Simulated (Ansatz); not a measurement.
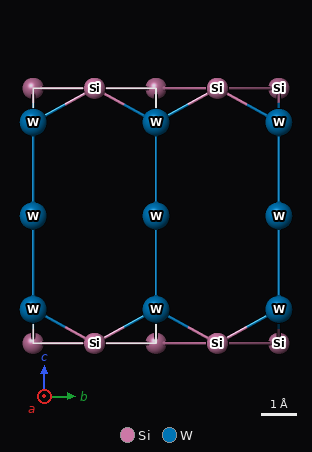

A crystal of Si₂W₃ (a generated structure, set up in P4/mmm) (coarse preliminary run), before the relaxation. A ball-and-stick model of the cell of the calculation, repeated 1 × 2 × 1 with one cell outlined, seen along the a axis.

All numbers below come from Ansatz, DFT PBE, scalar-relativistic, plane waves, PAW.

Input file:
```yaml
crystal:
  lattice:
    - [3.57741431, 0.0, 0.0]
    - [0.0, 3.57741431, 0.0]
    - [0.0, 0.0, 7.42431623]
  atoms:
    - { symbol: Si, position: [0.5, 0.0, 0.0] }
    - { symbol: Si, position: [0.0, 0.5, 0.0] }
    - { symbol: W, position: [0.0, 0.0, 0.13301175] }
    - { symbol: W, position: [0.0, 0.0, 0.86698825] }
    - { symbol: W, position: [0.0, 0.0, 0.5] }
basis:
  ecutwfc: 420
kpoints:
  mp_grid: { grid: [6, 6, 4] }
hamiltonian:
  xc: pbe
scf:
  occupations: { method: gaussian, width: 0.1 }
  lower_state_search: "off"
output:
  forces: true
  stress: true
  eigenvalues: true
relax:
  adjacent_minimum: "off"
  f_tol: 0.04
  max_steps: 70
  cell: { stress_tol: 0.4 }
```

Command:
```bash
ansatz run input.yaml --threads 1 --pin off --max-ram 2560MiB --backend cpu --events-out ev --progress --plain --runs-dir out
```

Q: What does the optimiser find from here?

A: The energy falls by 3799 meV per atom in 11 accepted moves (14 points after the start). The largest force component goes from 37 to 0.016 eV/Å. The pressure goes from 97.47 to 0.03 GPa. The line search rejected the trial step at point 9 of the run. At 2 points the geometry stayed and the basis and grid were re-selected for the new cell (energy shift of 4.5 meV per atom at most each time). The largest moves relative to the cell, 0.83 Å, are those of W3 and W4. W4 goes along −c. Si stays in place. The volume changes by −4.2 %, with a = b 3.577 → 3.175 Å (−11.2 %), c 7.424 → 9.031 Å (+21.6 %). Some distances before and after: W3–W4 1.975 → 4.072 Å, Si1–W3 2.043 → 2.582 Å, W3–W3 3.577 → 3.175 Å, Si1–Si2 2.530 → 2.245 Å. Bonds break: W3–W4 (1.98 → 4.07 Å). Among the angles between lasting bonds that change: Si1–W3–Si1 122.2° → 75.9°, Si1–W3–W5 118.9° → 142.1°. The space group stays P4/mmm (No. 123). Cost: 78 s on 1 thread of Intel(R) Xeon(R) Platinum 8259CL CPU @ 2.50GHz (Skylake/Cascade Lake), on a shared host, peak memory 0.42 GiB.

Final geometry:

```xyz
5
Lattice="3.1752 0.0000 0.0000 0.0000 3.1752 0.0000 0.0000 0.0000 9.0313" Properties=species:S:1:pos:R:3 pbc="T T T"
Si    1.5876    3.1752    0.0000
Si    3.1752    1.5876    0.0000
W     3.1752    3.1752    2.0360
W     3.1752    3.1752    6.9954
W     3.1752    3.1752    4.5157
```

The end point in the same view:

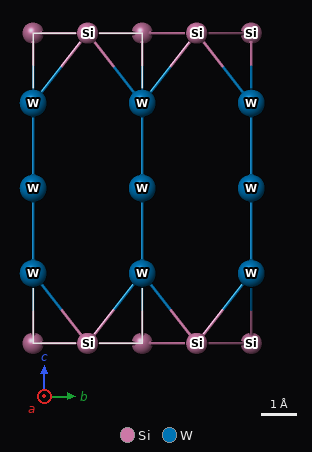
